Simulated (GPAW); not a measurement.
# Near-edge structure at the Zn K edge of zinc-blende (ZnS)₁₋ₓ(ZnSe)ₓ at x = 0.125, part 2 of 3

What does the Zn K edge look like in zinc-blende (ZnS)₁₋ₓ(ZnSe)ₓ at x = 0.125?

GPAW 26.7.0; X-ray absorption from dipole matrix elements to empty bands, plane-wave PAW LDA.

So far. Step 3 (The field without a hole): The mesh shows a gap of 1.68 eV. The excited electron is kept all the same, so that all members of the series, with or without a gap, are treated alike.

## Step 5: Spectrum with XCH, Zn atom 1

The holes are 7.7 Å apart. In GPAW the data set carries the hole's charge, so charge=0 means a charged cell and charge=-1 a neutral one. The excited electron is kept in the cell, where it fills the lowest empty states and screens the hole. After the field has converged, empty bands are computed with the density fixed and the dipole matrix elements are summed.

The absorber has 3 S at 2.34 Å and 1 Se at 2.42 Å (distorted tetrahedral).

Contents of xas.py:

```python
import numpy as np
from ase import Atoms
from ase.parallel import parprint, paropen
from gpaw import GPAW, PW, FermiDirac, Mixer, MixerDif, setup_paths
from gpaw.test import gen
setup_paths.insert(0, '.')
gen('Zn', name='fch1s', xcname='LDA', corehole=(1, 0, 1), write_xml=True)
from gpaw.mpi import world
world.barrier()

atoms = Atoms('ZnSZnSeZnSZnSZnSZnSZnSZnS',
    cell=[[0, 5.44225, 5.44225],
     [5.44225, 0, 5.44225],
     [5.44225, 5.44225, 0]],
    scaled_positions=[[0.9959049, 0.9971529, 0.0112939],
     [0.1245392, 0.1263144, 0.1254345],
     [0.9959357, 0.9974088, 0.4974004],
     [0.1245525, 0.1252894, 0.6257395],
     [0.0003578, 0.5011945, 0.000185],
     [0.1262277, 0.6253973, 0.1248772],
     [0.9969982, 0.510602, 0.4966379],
     [0.125397, 0.6253881, 0.625351],
     [0.4992055, 0.0010266, 0.000046],
     [0.6242175, 0.1257905, 0.1252542],
     [0.5097789, 0.9952284, 0.4971014],
     [0.6240527, 0.125051, 0.6252898],
     [0.5014255, 0.5007913, 0.0008794],
     [0.6257177, 0.626279, 0.125077],
     [0.5002394, 0.4997261, 0.499489],
     [0.6251169, 0.6236972, 0.6258297]],
    pbc=True)
atoms.calc = calc = GPAW(legacy_gpaw=True, mode=PW(400, force_complex_dtype=True), xc='LDA', setups={0: 'fch1s'},
    kpts={'size': (3, 3, 3), 'gamma': True}, occupations=FermiDirac(0.04),
    charge=-1, mixer=Mixer(0.1, 5, 50), maxiter=150,
    convergence={'density': 0.0001, 'eigenstates': 1e-6}, txt='scf.txt')
energy = atoms.get_potential_energy() + calc.get_reference_energy()
ef = calc.get_fermi_level()
out = dict(energy=energy, fermi=ef, forces=atoms.get_forces().tolist())
parprint(f'all-electron energy {energy:.4f} eV, Fermi level {ef:.4f} eV')
ev = np.array([[calc.get_eigenvalues(k, s) for k in range(len(calc.get_ibz_k_points()))] for s in range(calc.get_number_of_spins())])
out['homo'], out['lumo'], out['counts'] = ev[ev < ef].max(), ev[ev > ef].min(), sorted(set((ev < ef).sum((0, 2)).tolist()))
out['filled'] = (ev[:, 0] < ef).sum(1).tolist()

from ase.units import Ha
from gpaw.xas import dipole_matrix_elements
nb = int(calc.get_number_of_electrons() / 2) + 165
top, nb = nb, nb + 8 + nb // 12
nscf = calc.fixed_density(kpts={'size': (4, 4, 4), 'gamma': True}, nbands=nb,
    convergence={'bands': top, 'eigenstates': 5e-3}, maxiter=60, txt='nscf.txt')
cell = atoms.cell.array
ops = [cell.T @ U.T @ np.linalg.inv(cell.T) for U in nscf.wfs.kd.symmetry.op_scc]
filled = [72]  # bands filled in the ground state, by spin
E = np.arange(-6, 30, 0.1)
fwhm = np.interp(E, [4, 25], [1.67, 3.5])
Y, X, zero, highest = 0, 0, 1e9, 1e9
for spin in range(nscf.get_number_of_spins()):
    wfs = nscf.wfs
    mine = wfs.bd.get_slice()  # this rank's bands
    A = dipole_matrix_elements(wfs.setups[0])
    eps = np.zeros((wfs.kd.nibzkpts, nb))
    d = np.zeros((3, A.shape[1], wfs.kd.nibzkpts, nb), complex)
    for kpt in wfs.kpt_u:
        if kpt.s == spin and 0 in kpt.P_ani:
            eps[kpt.k, mine] = kpt.eps_n * Ha
            d[:, :, kpt.k, mine] = (kpt.weight * wfs.nspins / 2) ** 0.5 * np.inner(A, kpt.P_ani[0])
    world.sum(eps)
    world.sum(d)
    T = np.einsum('amkn,bmkn->abkn', d, d.conj()).real
    T = sum(np.einsum('ai,ijkn,bj->abkn', R, T, R) for R in ops) / len(ops)
    empty = np.ones_like(eps, bool) & (np.arange(nb) >= filled[spin])
    zero, highest = min(zero, eps[empty].min()), min(highest, eps[:, top - 1].min())
    lines = [(eps, T, empty)] if spin == 0 else lines + [(eps, T, empty)]
for eps, T, empty in lines:
    f = np.einsum('aakn->akn', T).reshape(3, -1)
    x = eps.ravel() - zero
    w = np.interp(x, E, fwhm) / 2.35482
    g = np.exp(-0.5 * ((E[:, None] - x) / w) ** 2) / (w * (2 * np.pi) ** 0.5)
    Y = Y + (f * empty.ravel()) @ g.T
    X = X + (f * ~empty.ravel()) @ g.T
out.update(E=E.round(2).tolist(), xas=Y.tolist(), xes=X.tolist(), zero=zero, valid=highest - zero, nk=len(eps), nb=nb)
for i in range(0, len(E), 10):
    parprint(f'{E[i]:7.2f}', *(f'{v:10.3e}' for v in Y[:, i]))
import json
with paropen('out.json', 'w') as f:
    json.dump(out, f)
```

Run with:

```console
OMP_NUM_THREADS=1 mpirun -n 4 gpaw python xas.py
```

Numbers of over 12 decimals in the logs are rounded to 6 here.

What it wrote:

```text
Input parameters:
  charge: -1
  convergence: {density: 0.0001,
                eigenstates: 1e-06}
  kpts: {gamma: True,
         size: (3, 3, 3)}
  maxiter: 150
  mixer: {backend: pulay,
          beta: 0.1,
          method: separate,
          nmaxold: 5,
          weight: 50}
  mode: {ecut: 400.0,
         force_complex_dtype: True,
         name: pw}
  occupations: {fixmagmom: False,
                name: fermi-dirac,
                width: 0.04}
  setups: {0: fch1s}

Initialize ...

[... PAW data sets ...]

Reference energy: -522412.800732  # eV

Spin-paired calculation

[... convergence settings ...]
Symmetries present (total): 1
  [... symmetry matrices ...]

27 k-points: 3 x 3 x 3 Monkhorst-Pack grid
14 k-points in the irreducible part of the Brillouin zone
       k-points in crystal coordinates                weights
   0:     0.00000000    0.00000000    0.00000000          1/27
   1:     0.00000000    0.00000000    0.33333333          2/27
   2:     0.00000000    0.33333333   -0.33333333          2/27
   3:     0.00000000    0.33333333    0.00000000          2/27
   4:     0.00000000    0.33333333    0.33333333          2/27
   5:     0.33333333   -0.33333333   -0.33333333          2/27
   6:     0.33333333   -0.33333333    0.00000000          2/27
   7:     0.33333333   -0.33333333    0.33333333          2/27
   8:     0.33333333    0.00000000   -0.33333333          2/27
   9:     0.33333333    0.00000000    0.00000000          2/27
          ...
  13:     0.33333333    0.33333333    0.33333333          2/27

Wave functions: Plane wave expansion
  Cutoff energy: 400.000 eV
  Number of coefficients (min, max): 5840, 5961
  Pulay-stress correction: 0.000000 eV/Ang^3 (de/decut=0.000000)
  Using FFTW library
  Wavefunction extrapolation:
    Improved wavefunction reuse through dual PAW basis

Occupation numbers: Fermi-Dirac:
  width: 0.0400  # eV

Eigensolver
   Davidson(niter=2)

Densities:
  Coarse grid: 36*36*36 grid
  Fine grid: 72*72*72 grid
  Total Charge: 0.000000

Density mixing:
  Method: separate
  Backend: pulay
  Linear mixing parameter: 0.1
  old densities: 5
  Width of damping distribution: 1.1
  Damping of long wavelength oscillations: 50

[... Hamiltonian set-up ...]
Number of atoms: 16
Number of atomic orbitals: 104
Number of bands in calculation: 91
Number of valence electrons: 145
Bands to converge: occupied

... initialized

Initializing position-dependent things.

Density initialized from atomic densities
Creating initial wave functions:
  91 bands from LCAO basis set

                                Zn
                        Zn

                         Zn

                              Zn
                            S
                    S
                        Zn
                     S
               Zn
             S            S
                  S
         Zn
                    Se
              Zn
           S

Atomic positions and initial magnetic moments

Positions:
   0 Zn     5.488220    5.481428   10.846719    ( 0.0000,  0.0000,  0.0000)
   1 S      1.370080    1.360419    1.365208    ( 0.0000,  0.0000,  0.0000)
   2 Zn     8.135125    8.127108   10.848279    ( 0.0000,  0.0000,  0.0000)
   3 Se     4.087287    4.083277    1.359702    ( 0.0000,  0.0000,  0.0000)
   4 Zn     2.728633    0.002954    2.729573    ( 0.0000,  0.0000,  0.0000)
   5 S      4.083181    1.366576    4.090531    ( 0.0000,  0.0000,  0.0000)
   6 Zn     5.481651    8.128741    8.204737    ( 0.0000,  0.0000,  0.0000)
[...]
13 S      4.089067    4.086012    6.813679    ( 0.0000,  0.0000,  0.0000)
  14 Zn     5.437978    5.440772    5.442062    ( 0.0000,  0.0000,  0.0000)
  15 S      6.800238    6.807964    6.796359    ( 0.0000,  0.0000,  0.0000)

Unit cell:
           periodic     x           y           z      points  spacing
  1. axis:    yes    0.000000    5.442250    5.442250    36     0.1746
  2. axis:    yes    5.442250    0.000000    5.442250    36     0.1746
  3. axis:    yes    5.442250    5.442250    0.000000    36     0.1746

  Lengths:   7.696504   7.696504   7.696504
  Angles:   60.000000  60.000000  60.000000

Effective grid spacing dv^(1/3) = 0.1905

iter:   1   -74.714147
iter:   2   -73.447424   -0.17  -1.20
iter:   3   -71.291877   -0.94  -1.28
iter:   4   -71.290439   -1.73  -1.54
iter:   5   -71.199029   -1.86  -1.57
iter:   6   -71.154922   -2.71  -2.14
iter:   7   -71.133672c  -3.07  -2.24
iter:   8   -71.132299c  -4.04  -2.87
iter:   9   -71.131075c  -3.88  -2.99
iter:  10   -71.130523c  -4.99  -3.33
iter:  11   -71.130537c  -5.40  -3.47
iter:  12   -71.130522c  -5.91  -3.43
iter:  13   -71.130467c  -5.53  -3.56
iter:  14   -71.130461c  -6.12c -3.99
iter:  15   -71.130461c  -5.82  -4.21c
iter:  16   -71.130458c  -7.00c -4.33c

Converged after 16 iterations.

Dipole moment: (-25.251283, -25.129095, -22.699801) |e|*Ang

Energy contributions relative to reference atoms: (reference = -522412.800732)

Kinetic:        +87.983104
Potential:      -76.573357
External:        +0.000000
XC:             -82.568174
Entropy (-ST):   -0.015300
Local:           +0.035618
SIC:             +0.000000
--------------------------
Free energy:    -71.138108
Extrapolated:   -71.130458

Showing only first 2 kpts
 Kpt  Band  Eigenvalues  Occupancy
  0    70      3.47851    2.00000
  0    71      3.47871    2.00000
  0    72      4.91863    2.00000
  0    73      5.87901    2.00000

  1    70      3.27132    2.00000
  1    71      3.27229    2.00000
  1    72      5.84391    2.00000
[...]
Fermi level: 6.40017

No gap
No difference between direct/indirect transitions

Forces in eV/Ang:
  0 Zn    0.05615    0.05931   -0.04992
  1 S     0.19453    0.20121    0.21896
  2 Zn   -0.04996   -0.04416   -0.21360
  3 Se   -0.20890   -0.20559    0.21639
  4 Zn   -0.01242   -0.14751    0.00634
  5 S    -0.21765    0.20125   -0.20770
  6 Zn    0.20949   -0.03688    0.03580
[...]
13 S    -0.00909   -0.00732   -0.01023
 14 Zn    0.01078    0.00427    0.00627
 15 S     0.01489    0.00308    0.01346
Scalar-relativistic atomic LDA calculation for Zn (Zinc, Z=30)
Core hole in 1s state (1s occupation: 1.0)
600 radial gridpoints.
|------------------------------------------------|
|------------------------------------------------|
[... the atom generator's iteration count ...]

Energy contributions:
-------------------------
Kinetic:    +1455.313461
XC:           -60.592874
Potential:  -2831.921453
-------------------------
Total:      -1437.200866

state      eigenvalue         ekin         rmax
-----------------------------------------------
1s^1.0 :  -362.370562   457.247084        0.033
2s^2.0 :   -45.586324    89.692358        0.186
2p^6.0 :   -40.551796    88.902557        0.147
3s^2.0 :    -5.578362    20.178333        0.572
3p^6.0 :    -3.921210    18.278078        0.568
3d^10.0:    -1.035193    13.091422        0.530
4s^2.0 :    -0.603317     2.163486        1.866
4p^0.0 :    -0.343743     1.345124        2.300
-----------------------------------------------
(units: Bohr and Hartree)

Generating PAW setup
Kinetic energy of the core from tauc = 1332.765430
Cutoffs:
rc(s)=2.430
rc(p)=2.400
rc(d)=2.230
rc(vbar)=2.260
rc(comp)=2.200
rc(nct)=2.430

Kinetic energy of the core states: 1320.072273
Charge: 1.0
Core electrons: 17.0
Valence electrons: 12.0
Pseudo-core charge: 0.063801
Shape function alpha=2.066
Pseudo-electron charge 3.436182
state    eigenvalue         norm
--------------------------------
4s(2) :    -0.603317     1.206269
*s    :     0.396683
4p(0) :    -0.343743     1.021921
*p    :     0.656257
3d(10):    -1.035193     0.095984
*d    :    -0.035193
--------------------------------

Diagonalizing with gridspacing h=0.050

state   all-electron     PAW
-------------------------------
4s:      -0.603317    -0.603615
4p:      -0.343743    -0.343956
3d:      -1.035193    -1.035651
*f:                   -0.018332
-------------------------------
all-electron energy -522483.9312 eV, Fermi level 6.4002 eV
[...]
27.00  1.686e-07  1.687e-07  1.687e-07
  28.00  1.758e-07  1.759e-07  1.760e-07
  29.00  1.722e-07  1.722e-07  1.724e-07
```

Wall time 6.8 min (4 MPI ranks of Arm Neoverse V1, shared host); peak memory 0.75 GiB.

The Zn K spectrum, Zn atom 1, excited-electron core hole (neutral cell) (energy from the bottom of the conduction band, which holds the excited electron; intensity scaled to a mean of 1 over the first 20 eV):

| E (eV) | intensity |
| --- | --- |
| -2.0 | 0.00 |
| -0.5 | 0.01 |
| 1.0 | 0.22 |
| 2.5 | 0.91 |
| 4.0 | 1.59 |
| 5.5 | 1.79 |
| 7.0 | 0.83 |
| 8.5 | 1.00 |
| 10.0 | 0.88 |
| 11.5 | 1.00 |
| 13.0 | 1.06 |
| 14.5 | 1.01 |
| 16.0 | 0.99 |
| 17.5 | 0.96 |
| 19.0 | 0.89 |
| 20.5 | 0.76 |
| 22.0 | 0.76 |
| 23.5 | 0.83 |
| 25.0 | 0.85 |
| 26.5 | 0.93 |

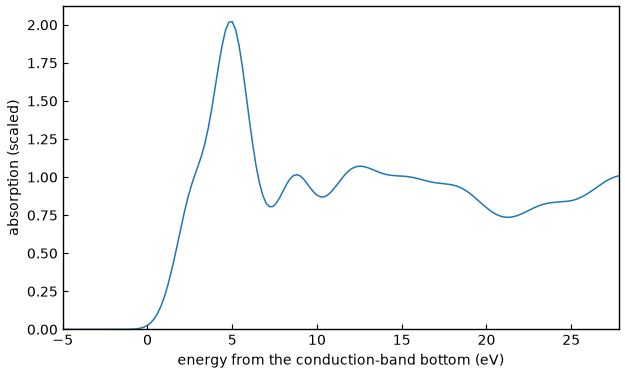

The Zn K edge, Zn atom 1, excited-electron core hole (neutral cell): main maxima at 5.0, 8.8 and 12.6 eV.

Main maxima below 27 eV (height): 5.0 eV (2.02), 8.8 eV (1.02) and 12.6 eV (1.07). A K edge sees empty p states on the absorber.

The total-energy difference is 9673.35 eV. One term is added: -30.82 eV, since the hole is spin-paired here and a spin-polarised one costs that much less in the free atom (computed apart). The photon energy is then 9642.53 eV. The tabulated edge of the element is 9659 eV. The functional leaves an error in such absolute values: in the free atom LDA prices this hole 19.1 eV below PBE (computed apart), and PBE is itself good to a few eV.

## Step 6: Reference energy of the cell

The absorbing element, whose data set is made anew, changes for the next run, so it gets a reference energy of its own.

Contents of scf.py:

```python
import numpy as np
from ase import Atoms
from ase.parallel import parprint, paropen
from gpaw import GPAW, PW, FermiDirac, Mixer, MixerDif, setup_paths
from gpaw.test import gen
setup_paths.insert(0, '.')
gen('S', name='nch1s', xcname='LDA', corehole=(1, 0, 0), write_xml=True)
from gpaw.mpi import world
world.barrier()

atoms = Atoms('ZnSZnSeZnSZnSZnSZnSZnSZnS',
    cell=[[0, 5.44225, 5.44225],
     [5.44225, 0, 5.44225],
     [5.44225, 5.44225, 0]],
    scaled_positions=[[0.9959049, 0.9971529, 0.0112939],
     [0.1245392, 0.1263144, 0.1254345],
     [0.9959357, 0.9974088, 0.4974004],
     [0.1245525, 0.1252894, 0.6257395],
     [0.0003578, 0.5011945, 0.000185],
     [0.1262277, 0.6253973, 0.1248772],
     [0.9969982, 0.510602, 0.4966379],
     [0.125397, 0.6253881, 0.625351],
     [0.4992055, 0.0010266, 0.000046],
     [0.6242175, 0.1257905, 0.1252542],
     [0.5097789, 0.9952284, 0.4971014],
     [0.6240527, 0.125051, 0.6252898],
     [0.5014255, 0.5007913, 0.0008794],
     [0.6257177, 0.626279, 0.125077],
     [0.5002394, 0.4997261, 0.499489],
     [0.6251169, 0.6236972, 0.6258297]],
    pbc=True)
atoms.calc = calc = GPAW(legacy_gpaw=True, mode=PW(400, force_complex_dtype=True), xc='LDA', setups={1: 'nch1s'},
    kpts={'size': (3, 3, 3), 'gamma': True}, occupations=FermiDirac(0.02),
    charge=0, mixer=Mixer(0.1, 5, 50), maxiter=150,
    convergence={'density': 0.0001, 'eigenstates': 1e-6}, txt='scf.txt')
energy = atoms.get_potential_energy() + calc.get_reference_energy()
ef = calc.get_fermi_level()
out = dict(energy=energy, fermi=ef, forces=atoms.get_forces().tolist())
parprint(f'all-electron energy {energy:.4f} eV, Fermi level {ef:.4f} eV')
ev = np.array([[calc.get_eigenvalues(k, s) for k in range(len(calc.get_ibz_k_points()))] for s in range(calc.get_number_of_spins())])
out['homo'], out['lumo'], out['counts'] = ev[ev < ef].max(), ev[ev > ef].min(), sorted(set((ev < ef).sum((0, 2)).tolist()))
out['filled'] = (ev[:, 0] < ef).sum(1).tolist()
import json
with paropen('out.json', 'w') as f:
    json.dump(out, f)
```

Run with:

```console
OMP_NUM_THREADS=1 mpirun -n 4 gpaw python scf.py
```

What it wrote:

```text
Input parameters:
  convergence: {density: 0.0001,
                eigenstates: 1e-06}
  kpts: {gamma: True,
         size: (3, 3, 3)}
  maxiter: 150
  mixer: {backend: pulay,
          beta: 0.1,
          method: separate,
          nmaxold: 5,
          weight: 50}
  mode: {ecut: 400.0,
         force_complex_dtype: True,
         name: pw}
  occupations: {fixmagmom: False,
                name: fermi-dirac,
[...]
3s(2) :    -0.634959     1.191395
*s    :     0.365041
3p(4) :    -0.261139     0.997058
*p    :     0.738861
*d    :     0.000000
--------------------------------

Diagonalizing with gridspacing h=0.050

state   all-electron     PAW
-------------------------------
3s:      -0.634959    -0.635587
3p:      -0.261139    -0.261554
*d:                    0.043150
*f:                    0.074695
-------------------------------
all-electron energy -532157.2821 eV, Fermi level 4.0415 eV
[key lines of the parts left out:]
Converged after 14 iterations.
Dipole moment: (-25.055550, -24.954693, -22.726354) |e|*Ang
Free energy:    -64.807182
Fermi level: 4.04147
```

Run time: 71 s. Hardware: 4 MPI ranks; peak memory 0.34 GiB; 4.7 min of CPU time.

Reference energy: -532157.282 eV with the cores included.

(Part 2 of 3 ends here.)

[Banner, clock and machine lines of the logs are left out without a mark of their own.]

[Logs are printed without paths, hosts, clocks, repeated set-up lines and the standing remarks that a program may print on its own settings, such as how far it seeks lower states.]

[Hosts, paths, dates, database ids (printed as entryN), source tags and the programs' standing remarks are cut or masked in the printed files.]

[Lists of maxima count a maximum above −3 eV only where it reaches 4 % of the highest in the window and stands out from its surroundings by 2 % of it (1.5 % where it reaches 55 %); shoulders and weaker maxima are passed over, and of the rest the first, up to two pre-edge ones and the few strongest are named.]
